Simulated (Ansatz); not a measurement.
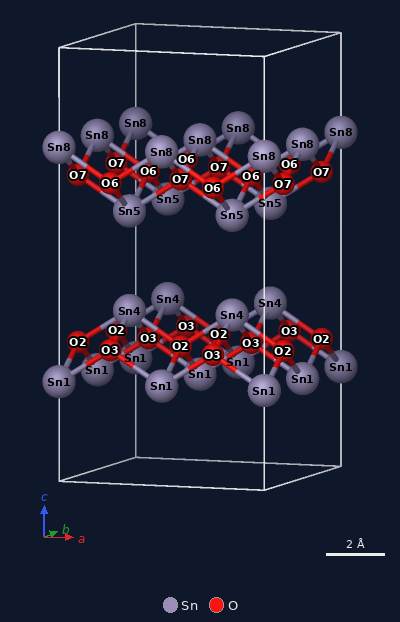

Fig. 1: The structure (ball-and-stick view of the 2 × 2 repeat of the cell, with the vacuum cut short, seen slightly off an axis; atoms are numbered from 1 in the order of the input). An atom can appear more than once, as a periodic image.

## What a change does: single-point calculation on SnO

System: SnO (slab, 8 atoms in the cell).
Method of run 1: DFT PBE+D3(BJ), scalar-relativistic, plane waves, PAW, PAW set soft_1, no spin polarisation (Ansatz 0.2.0).

The structure derives from an entry of the Crystallography Open Database. Text and figures count atoms from 1; the logs count them from 0 in places.

Input file, run 1:
```yaml
crystal:
  lattice:
    - [3.8201528543, 0.0002954551, 0.0]
    - [-0.0003145191, 3.8201528528, 0.0]
    - [0.0, 0.0, 22.226074346]
  atoms:
    - { symbol: Sn, position: [0.9999452911, 0.9999452911, 0.2024649036] }
    - { symbol: O, position: [0.9999461074, 0.4999461074, 0.2556240251] }
    - { symbol: O, position: [0.4999461074, 0.9999461074, 0.2556240251] }
    - { symbol: Sn, position: [0.4999452911, 0.4999452911, 0.3087831466] }
    - { symbol: Sn, position: [0.4999452911, 0.4999452911, 0.4662558494] }
    - { symbol: O, position: [0.4999444748, 0.9999444748, 0.5194149709] }
    - { symbol: O, position: [0.9999444748, 0.4999444748, 0.5194149709] }
    - { symbol: Sn, position: [0.9999452911, 0.9999452911, 0.5725740924] }
basis:
  ecutwfc: 420
kpoints:
  mp_grid: { grid: [7, 7, 1] }
hamiltonian:
  xc: pbe
  pseudopotentials: { kind: paw, azcp: { folder: soft_1 } }
  dispersion: d3bj
scf:
  occupations: { method: gaussian, width: 0.05 }
output:
  forces: true
  eigenvalues: true
efield:
  axis: 3
  dipole_correction: true
  ramp_width: 0.04
```

Launched with:
```bash
ansatz run input.yaml --threads 2 --pin off --max-ram 6144MiB --backend cpu --events-out ev --progress --plain --runs-dir out
```

Hardware: 2 threads of Intel Xeon @ 2.50GHz (Skylake/Cascade Lake), 189 GiB of memory available, shared host.

Output, shortened to warnings, some set-up lines, iterations and results (run 1):
```
Warning: the atoms were moved onto the symmetric positions of the space group found under crystal.symmetry.tolerance 1.0e-5 (fractional; no operation is sought that the atoms, as they stand in a round, miss by more than twice it, and no atom is moved by as much as it), and the run uses the moved positions. Before a round's move an operation carried an atom to 8.82e-6 Å from where it should land, …
Basis set: ecut = 420 eV, 6355 PW (Γ), exchange–correlation on 54×54×300 points (8 copies of the dense FFT grid, shifted against one another)
Symmetry: 8 space group operations
k-points: 10 of 49
Initial density: superposition of atomic densities (neutral atoms: chi_scale 0, normalization atom)
[...]
SCF iter   1: F=—  HF=-26376.027104 eV  |F-HF|=—  |Δ(HF+E_count)|=         —  Δρ=9.27e-2  dr2=3.32e1  ethr=3.10e-3  p=-0.000 e·Å  D=-1.58e-7 V/Å  ΔV_dip=0.00 eV  …
SCF iter   2: F=—  HF=-26369.791851 eV  |F-HF|=—  |Δ(HF+E_count)|=    6.24e0  Δρ=6.49e-2  dr2=1.00e1  ethr=3.10e-3  p=0.000 e·Å  D=2.03e-5 V/Å  ΔV_dip=-0.00 eV  …
SCF iter   3: F=—  HF=-26367.904257 eV  |F-HF|=—  |Δ(HF+E_count)|=    1.89e0  Δρ=1.42e-2  dr2=6.30e-1  ethr=3.10e-3  p=-0.000 e·Å  D=-1.10e-5 V/Å  ΔV_dip=0.00 eV  …
SCF iter   4: F=—  HF=-26367.845344 eV  |F-HF|=—  |Δ(HF+E_count)|=   5.89e-2  Δρ=5.61e-3  dr2=1.97e-1  ethr=7.87e-4  p=0.000 e·Å  D=3.84e-5 V/Å  ΔV_dip=-0.00 eV  …
SCF iter   5: F=—  HF=-26367.811652 eV  |F-HF|=—  |Δ(HF+E_count)|=   3.37e-2  Δρ=2.12e-3  dr2=2.52e-2  ethr=2.47e-4  p=-0.000 e·Å  D=-2.45e-5 V/Å  ΔV_dip=0.00 eV  …
SCF iter   6: F=—  HF=-26367.806819 eV  |F-HF|=—  |Δ(HF+E_count)|=   4.83e-3  Δρ=5.07e-4  dr2=1.53e-3  ethr=3.14e-5  p=0.000 e·Å  D=3.55e-5 V/Å  ΔV_dip=-0.00 eV  …
SCF iter   7: F=—  HF=-26367.807030 eV  |F-HF|=—  |Δ(HF+E_count)|=   2.10e-4  Δρ=4.32e-4  dr2=9.84e-4  ethr=1.92e-6  p=-0.000 e·Å  D=-6.88e-5 V/Å  ΔV_dip=0.00 eV  …
SCF iter   8: F=—  HF=-26367.806817 eV  |F-HF|=—  |Δ(HF+E_count)|=   2.13e-4  Δρ=8.35e-5  dr2=3.55e-5  ethr=1.23e-6  p=0.000 e·Å  D=1.33e-4 V/Å  ΔV_dip=-0.00 eV  …
SCF iter   9: F=—  HF=-26367.806609 eV  |F-HF|=—  |Δ(HF+E_count)|=   2.08e-4  Δρ=4.95e-5  dr2=1.14e-5  ethr=4.44e-8  p=-0.000 e·Å  D=-2.03e-4 V/Å  ΔV_dip=0.00 eV  …
SCF iter  10: F=—  HF=-26367.806607 eV  |F-HF|=—  |Δ(HF+E_count)|=   1.78e-6  Δρ=1.19e-5  dr2=6.16e-7  ethr=1.42e-8  p=-0.000 e·Å  D=-3.92e-5 V/Å  ΔV_dip=0.00 eV  …
SCF iter  11: F=-26367.806607 eV  HF=-26367.806607 eV  |F-HF|=5.99e-9  |Δ(HF+E_count)|=   3.98e-8  Δρ=2.68e-6  dr2=1.97e-8  ethr=1.25e-10  p=-0.000 e·Å  D=-2.54e-6 V/Å  …
SCF 1 converged in 11 iterations: F = -26367.806607 eV  dr2 = 1.97e-8
SCF converged after 11 iterations
Free energy (F): -26367.806607 eV
Harris-Foulkes:  -26367.806607 eV  (|F-HF|=5.99e-9)
Internal energy: -26367.806607 eV  (E = F + TS)
E sigma→0 (E₀):  -26367.806607 eV
Fermi energy:    2.194166 eV
Dipole field:    D = 0.000015 V/Å  (p = 0.000028 e·Å, saw-weighted, corrected)
Work function:   Φ+ = 4.0130 eV   Φ− = 4.0134 eV
Levels:          The Fermi level and band energies are counted from a zero that moves with the ramp; work functions are not
--- Per-component energies (eV) ---
  E_band       = -988.226074
  E_kinetic    = 1343.709712
  E_local      = -46288.238767  (includes V_loc(G=0)·N_el)
  E_nonlocal   = 790.386527
  E_hartree    = 22656.632403
  E_xc         = -789.120530
  E_vxc        = -684.752248  (∫ρ·V_xc dr)
  E_paw        = -18125.778431  (= ΣΔE_a)
  E_vpaw       = -1462.601150  (= ΣTr[D̂ρ^β])
  E_aug_tail   = 0.004182  (compensation charges beyond the density's cutoff)
  E_efield     = 0.000000  (sawtooth field / dipole correction)
  E_vefield    = 0.000000  (∫n·V_field dr)
  E_ewald      = 14045.902428
  E_disp       = -1.304131  (pairwise vdW)
  E_smearing   = -0.000000  (= −TS)
  E_closure    = -0.000000  (closes the sum)
  Σ components = -26367.806607   (vs F -26367.806607, Δ=0.00e0)
--- Forces (eV/Å), atoms counted from 1 ---
  atom   1  Sn     0.00000000     0.00000000     0.01674473
  atom   2  O     -0.00000000     0.00000000    -0.04301596
  atom   3  O     -0.00000000     0.00000000    -0.04301596
  atom   4  Sn    -0.00000000     0.00000000    -0.77636036
  atom   5  Sn     0.00000000     0.00000000     0.77641032
  atom   6  O      0.00000000     0.00000000     0.04298081
  atom   7  O      0.00000000     0.00000000     0.04298081
  atom   8  Sn    -0.00000000     0.00000000    -0.01674797
  max |Σ_I F_I| component: 2.36e-5 eV/Å
```

The input of run 2 differs as follows (lines with − go, lines with + come):
```diff
-    - { symbol: Sn, position: [0.4999452911, 0.4999452911, 0.4662558494] }
-    - { symbol: O, position: [0.4999444748, 0.9999444748, 0.5194149709] }
-    - { symbol: O, position: [0.9999444748, 0.4999444748, 0.5194149709] }
-    - { symbol: Sn, position: [0.9999452911, 0.9999452911, 0.5725740924] }
+    - { symbol: Sn, position: [0.6666119578, 0.4999452911, 0.4784037436] }
+    - { symbol: O, position: [0.6666111415, 0.9999444748, 0.5315628651] }
+    - { symbol: O, position: [1.1666111415, 0.4999444748, 0.5315628651] }
+    - { symbol: Sn, position: [1.1666119578, 0.9999452911, 0.5847219866] }
```

Predict how the results change.

With the same functional and potentials, run 2 lies 26.5 meV per atom lower. The gap on the mesh goes from 1.58 to 2.01 eV. The largest force goes from 0.776 to 0.281 eV/Å. The work function goes from 4.01 to 3.97 eV. The number of SCF iterations is the same. The irreducible k-points go from 10 to 16.

Output, shortened to warnings, some set-up lines, iterations and results (run 2):
```
Warning: the atoms were moved onto the symmetric positions of the space group found under crystal.symmetry.tolerance 1.0e-5 (fractional; no operation is sought that the atoms, as they stand in a round, miss by more than twice it, and no atom is moved by as much as it), and the run uses the moved positions. Before a round's move an operation carried an atom to 6.24e-6 Å from where it should land, …
Basis set: ecut = 420 eV, 6355 PW (Γ), exchange–correlation on 54×54×300 points (8 copies of the dense FFT grid, shifted against one another)
Symmetry: 2 space group operations
k-points: 16 of 49 (time reversal used)
Initial density: superposition of atomic densities (neutral atoms: chi_scale 0, normalization atom)
[...]
SCF iter   1: F=—  HF=-26376.167368 eV  |F-HF|=—  |Δ(HF+E_count)|=         —  Δρ=9.26e-2  dr2=3.30e1  ethr=3.10e-3  p=0.000 e·Å  D=4.00e-8 V/Å  ΔV_dip=-0.00 eV  …
SCF iter   2: F=—  HF=-26370.012324 eV  |F-HF|=—  |Δ(HF+E_count)|=    6.16e0  Δρ=6.50e-2  dr2=1.01e1  ethr=3.10e-3  p=-0.000 e·Å  D=-5.89e-5 V/Å  ΔV_dip=0.00 eV  …
SCF iter   3: F=—  HF=-26368.110865 eV  |F-HF|=—  |Δ(HF+E_count)|=    1.90e0  Δρ=1.42e-2  dr2=6.20e-1  ethr=3.10e-3  p=0.000 e·Å  D=4.16e-6 V/Å  ΔV_dip=-0.00 eV  …
SCF iter   4: F=—  HF=-26368.055977 eV  |F-HF|=—  |Δ(HF+E_count)|=   5.49e-2  Δρ=5.69e-3  dr2=1.89e-1  ethr=7.76e-4  p=-0.000 e·Å  D=-4.21e-5 V/Å  ΔV_dip=0.00 eV  …
SCF iter   5: F=—  HF=-26368.023320 eV  |F-HF|=—  |Δ(HF+E_count)|=   3.27e-2  Δρ=2.06e-3  dr2=2.29e-2  ethr=2.37e-4  p=0.000 e·Å  D=1.95e-5 V/Å  ΔV_dip=-0.00 eV  …
SCF iter   6: F=—  HF=-26368.019105 eV  |F-HF|=—  |Δ(HF+E_count)|=   4.22e-3  Δρ=4.53e-4  dr2=1.49e-3  ethr=2.87e-5  p=-0.000 e·Å  D=-1.22e-5 V/Å  ΔV_dip=0.00 eV  …
SCF iter   7: F=—  HF=-26368.019238 eV  |F-HF|=—  |Δ(HF+E_count)|=   1.33e-4  Δρ=3.90e-4  dr2=7.72e-4  ethr=1.86e-6  p=0.000 e·Å  D=2.44e-6 V/Å  ΔV_dip=-0.00 eV  …
SCF iter   8: F=—  HF=-26368.019082 eV  |F-HF|=—  |Δ(HF+E_count)|=   1.55e-4  Δρ=1.21e-4  dr2=4.58e-5  ethr=9.65e-7  p=0.000 e·Å  D=1.18e-6 V/Å  ΔV_dip=-0.00 eV  …
SCF iter   9: F=—  HF=-26368.018905 eV  |F-HF|=—  |Δ(HF+E_count)|=   1.77e-4  Δρ=5.06e-5  dr2=1.14e-5  ethr=5.73e-8  p=-0.000 e·Å  D=-2.80e-6 V/Å  ΔV_dip=0.00 eV  …
SCF iter  10: F=—  HF=-26368.018904 eV  |F-HF|=—  |Δ(HF+E_count)|=   1.22e-6  Δρ=1.92e-5  dr2=1.70e-6  ethr=1.43e-8  p=0.000 e·Å  D=2.01e-6 V/Å  ΔV_dip=-0.00 eV  …
SCF iter  11: F=-26368.018904 eV  HF=-26368.018904 eV  |F-HF|=1.75e-8  |Δ(HF+E_count)|=   1.59e-7  Δρ=3.14e-6  dr2=3.81e-8  ethr=1.25e-10  p=-0.000 e·Å  D=-3.67e-6 V/Å  …
SCF 1 converged in 11 iterations: F = -26368.018904 eV  dr2 = 3.81e-8
SCF converged after 11 iterations
Free energy (F): -26368.018904 eV
Harris-Foulkes:  -26368.018904 eV  (|F-HF|=1.75e-8)
Internal energy: -26368.018904 eV  (E = F + TS)
E sigma→0 (E₀):  -26368.018904 eV
Fermi energy:    2.216020 eV
Dipole field:    D = 0.000015 V/Å  (p = 0.000027 e·Å, saw-weighted, corrected)
Work function:   Φ+ = 3.9666 eV   Φ− = 3.9670 eV
Levels:          The Fermi level and band energies are counted from a zero that moves with the ramp; work functions are not
--- Per-component energies (eV) ---
  E_band       = -989.278818
  E_kinetic    = 1342.595430
  E_local      = -43811.000567  (includes V_loc(G=0)·N_el)
  E_nonlocal   = 790.153803
  E_hartree    = 21417.958586
  E_xc         = -788.528682
  E_vxc        = -683.987521  (∫ρ·V_xc dr)
  E_paw        = -18126.026796  (= ΣΔE_a)
  E_vpaw       = -1462.976246  (= ΣTr[D̂ρ^β])
  E_aug_tail   = 0.004185  (compensation charges beyond the density's cutoff)
  E_efield     = 0.000000  (sawtooth field / dipole correction)
  E_vefield    = 0.000000  (∫n·V_field dr)
  E_ewald      = 12808.100970
  E_disp       = -1.275834  (pairwise vdW)
  E_smearing   = -0.000000  (= −TS)
  E_closure    = -0.000000  (closes the sum)
  Σ components = -26368.018904   (vs F -26368.018904, Δ=0.00e0)
--- Forces (eV/Å), atoms counted from 1 ---
  atom   1  Sn    -0.01252176    -0.00000100     0.01678789
  atom   2  O     -0.06071520    -0.00000485    -0.01228824
  atom   3  O      0.02465280     0.00000197    -0.00999754
  atom   4  Sn    -0.08671441    -0.00000692    -0.26703348
  atom   5  Sn     0.08671491     0.00000692     0.26706400
  atom   6  O     -0.02465302    -0.00000197     0.00995748
  atom   7  O      0.06071553     0.00000485     0.01224876
  atom   8  Sn     0.01252161     0.00000100    -0.01674425
  max |Σ_I F_I| component: 5.38e-6 eV/Å
```

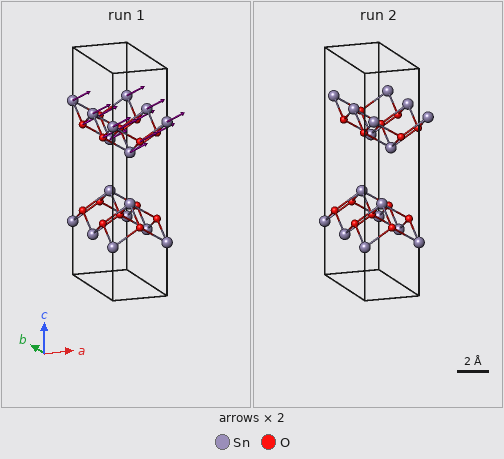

Fig. 2: The two input geometries at one scale (ball-and-stick view of the 1 × 2 repeat of the cell, with the vacuum cut short, seen slightly off an axis). The pink arrows on the first give the shifts of the atoms relative to the cell, magnified 2 times. The largest moves, 0.69 Å, are those of Sn and O atoms. Largest moves by element: Sn 0.69 Å, O 0.69 Å. The cell stays as it was.

The two runs side by side:

| quantity | run 1 | run 2 |
| --- | --- | --- |
| outcome | converged | converged |
| free energy per atom (eV) | −3295.9758 | −3296.0024 |
| gap on the mesh (eV) | 1.58 | 2.01 |
| work function (eV) | 4.01 | 3.97 |
| largest force (eV/Å) | 0.776 | 0.281 |
| SCF iterations | 11 | 11 |
| irreducible k-points | 10 | 16 |
| plane waves at Γ | 6355 | 6355 |
| wall time (shared host) | 28 s | 31 s |

For both runs: Warnings: the structure was made exactly symmetric.
